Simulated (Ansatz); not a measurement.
Ti₄O₃

Input

```
crystal:
  lattice:
    - [-2.0674973744, 2.1058699563, 4.0843295701]
    - [2.1442425382, -2.1058699563, 4.1237093383]
    - [2.0674973744, 2.1058699563, -4.0843295701]
  atoms:
    - { symbol: Ti, position: [0.0, 0.5, 0.5] }
    - { symbol: Ti, position: [0.2598824932, 0.2598824932, 0.0] }
    - { symbol: Ti, position: [0.5, 0.0, 0.5] }
    - { symbol: Ti, position: [0.7401175068, 0.7401175068, 0.0] }
    - { symbol: O, position: [0.75, 0.25, 0.5] }
    - { symbol: O, position: [0.0, 0.0, 0.0] }
    - { symbol: O, position: [0.25, 0.75, 0.5] }
basis:
  ecutwfc: 420
kpoints:
  mp_grid: { grid: [14, 14, 14] }
hamiltonian:
  xc: pbesol
scf:
  occupations: { method: gaussian, width: 0.15 }
output:
  forces: true
  stress: true
  eigenvalues: true
  write_density: true
  write_potential: true
  elf: true
  volumetric_format: npy
```

Command:

```sh
ansatz run input.yaml --threads 2 --pin off --max-ram 5120MiB --backend cpu --events-out ev --progress --plain --runs-dir out
```

Below, planes, directions and counts refer to the conventional cell (a = 9.16 Å, b = 4.21 Å, c = 4.21 Å, α = 90.00°, β = 116.31°, γ = 90.00°).

Space group C2/m; a structure from a database of computed crystals, not necessarily the ambient phase; changed on purpose from its base cell (strain +0.0187 x Voigt [0, 0, 0, 0, 1, 0], atoms carried along); computed without spin polarisation.

Computed with DFT PBEsol, scalar-relativistic, plane waves, PAW (Ansatz).

Core electrons are frozen (PAW), and the valence fields are smoothed inside the atomic spheres.

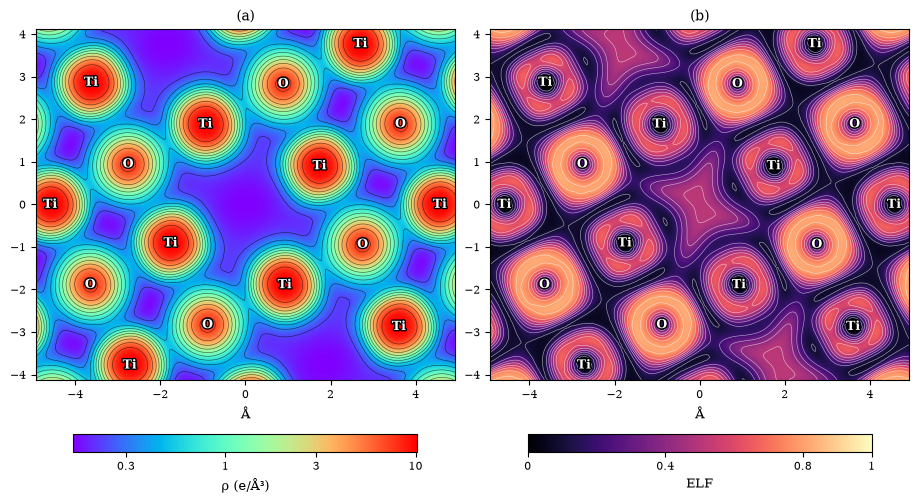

Figure 1. (a) valence electron density; (b) electron localisation function on the (010) plane of the conventional cell.

Interpret the plot.

Answer. The section cuts through Ti and O sites. Ti–O (2.05 Å): the density is about 0.51 e/Å³ at the midpoint; the ELF peaks at about 0.85 in the valence shell of O, 0.6 Å from its nucleus, and is about 0.10 at the midpoint (no localised pair shows between them). Ti–Ti (2.86 Å): the density is about 0.22 e/Å³ at the midpoint; the ELF is about 0.25 at the midpoint; no shared electron pair shows on this line. Ti–O (2.11 Å): ρ is about 0.45 e/Å³ halfway; the ELF peaks at about 0.85 in the valence shell of O, 0.6 Å from its nucleus, and is about 0.10 at the midpoint (no localised pair shows between them). Ti–Ti (2.91 Å): ρ at the midpoint is about 0.21 e/Å³; the ELF is about 0.20 at the midpoint (no shared electron pair shows on this line). Ti–Ti (2.97 Å): the density is about 0.17 e/Å³ at the midpoint; the ELF is about 0.10 at the midpoint: no localised pair shows between them. Between the atoms the lowest density in this plane is 0.16 e/Å³. The features right at Ti lie inside the PAW spheres, where the map follows smoothed inner orbitals and isn't to be read closely.

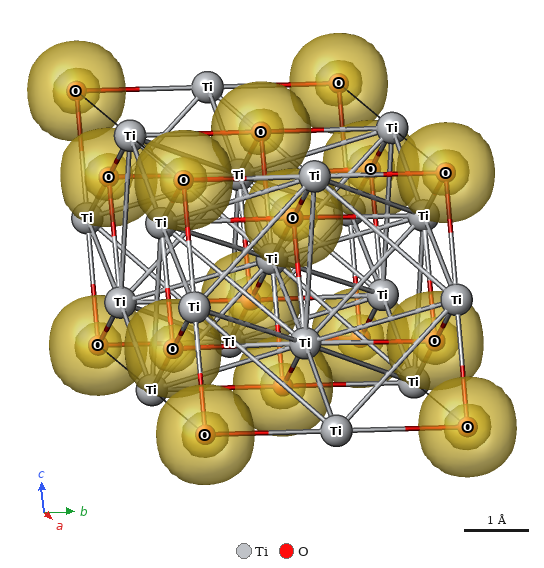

Figure 2. Isosurface of the ELF at 0.7 (yellow), seen slightly off an axis. Core shells and regions of very low density are left out. Sticks mark near contacts.

Identify the bonds, lone pairs and shells in this picture.

Answer. The surface consists of six regions wrapped around O (the valence shell of each), counted in one cell of 14 atoms. Any copies at cell faces, edges or corners count once.

Does the calculation make it a metal, or give it a gap?

Answer. It is metallic or semimetallic at this level of theory: no gap opens; semilocal functionals without U, or without the true magnetic order, often close the gap of such compounds.
